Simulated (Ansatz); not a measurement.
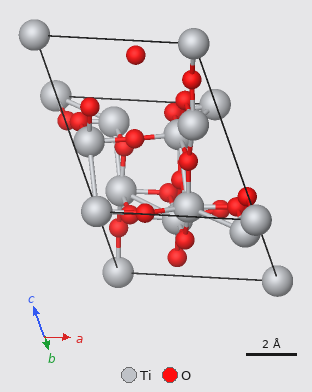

Starting structure of a defect cell of composition Ti9O20 (cell charge −1). The picture is a ball-and-stick view of the cell of the calculation, seen from a free direction.

All numbers below come from DFT PBEsol, scalar-relativistic, plane waves, PAW (Ansatz).

Settings: plane-wave cutoff 420 eV; k-point mesh 2 × 2 × 2; occupations gaussian; smearing width 0.02 eV; mesh shifted by (0.5, 0.5, 0.5); collinear spin; atoms relaxed in a fixed cell; force threshold 0.03 eV/Å; at most 40 steps.

```
Ti O
1.0
    -5.65319    1.88440   -4.77915
    -1.88440   -5.65319    4.77915
     1.88440    5.65319    4.77915
Ti O
9 20
Cartesian
  -5.6227 1.9025 4.7626
  -3.8293 3.7716 -0.0131
  -3.7465 -0.0586 0.0123
  -1.8721 -1.8648 4.7974
  -3.7440 1.9112 2.5050
  -1.9241 0.0462 7.0762
  -0.0393 1.8478 2.4824
  -5.6552 0.0029 -2.3900
  -3.7474 -1.8966 2.2725
  -3.8453 1.9093 4.3254
  -1.8945 -0.0019 -0.3600
  0.0333 1.7588 4.3135
  -5.6508 0.0438 -0.3910
  -3.7610 -1.8903 4.4490
  -3.7827 0.0686 2.0339
  0.0538 3.7091 2.0663
  -5.6108 1.8699 -2.7967
  -3.8429 3.7820 1.9947
  -3.8114 -3.7541 2.4024
  -3.7380 1.8960 0.3344
  -2.0302 -0.0753 5.2427
  -1.8830 -3.7754 5.1386
  -3.7855 5.6508 0.3881
  -3.7289 -1.8349 0.4551
  -1.8927 1.9146 2.3832
  -0.0707 0.0073 7.4926
  -5.5962 -1.8349 2.7405
  -1.9047 5.5774 2.7827
  -1.8796 -1.8486 2.7961
```

What does the optimiser find from here?

The largest move is that of O21, 0.11 Å roughly along [−3 −2 −1]. By element the largest moves are O 0.11 Å, Ti 0.04 Å. The cell doesn't change. Some distances before and after: Ti6–O11 2.123 → 2.161 Å, Ti3–Ti9 2.913 → 2.948 Å, Ti4–O14 1.921 → 1.888 Å, Ti3–Ti6 3.091 → 3.121 Å. Over 5 accepted moves (6 points after the start) the energy falls by 46.0 meV per cell of the calculation. Largest force component: 0.38 eV/Å at the start, 0.023 eV/Å at the end. The line search rejected the trial step at point 3 of the run. The run took 83 s on 8 threads of Arm Neoverse V2 (shared host), peak memory 1.8 GiB.

Step by step:

| step | E − E(0), meV/atom | largest force component, eV/Å | note |
| --- | --- | --- | --- |
| 0 | 0.00 | 0.3813 |  |
| 1 | -0.74 | 0.2601 |  |
| 2 | -1.35 | 0.0652 |  |
| 3 | -1.34 | 0.1980 | rejected |
| 4 | -1.53 | 0.0385 |  |
| 5 | -1.58 | 0.0487 |  |
| 6 | -1.59 | 0.0226 |  |

The end point in the same view:

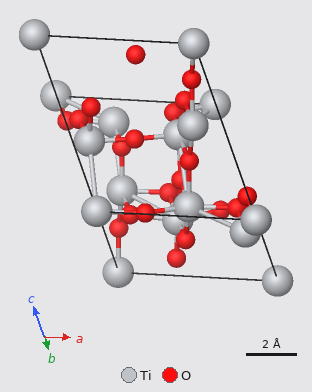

Limits of the set-up: the k-point mesh is coarse for a cell with partly filled bands; the periodic images lie only 7.6 Å apart, so the values are limited by the cell's size; the cell is charged, on a uniform background, and energies carry no finite-size correction.
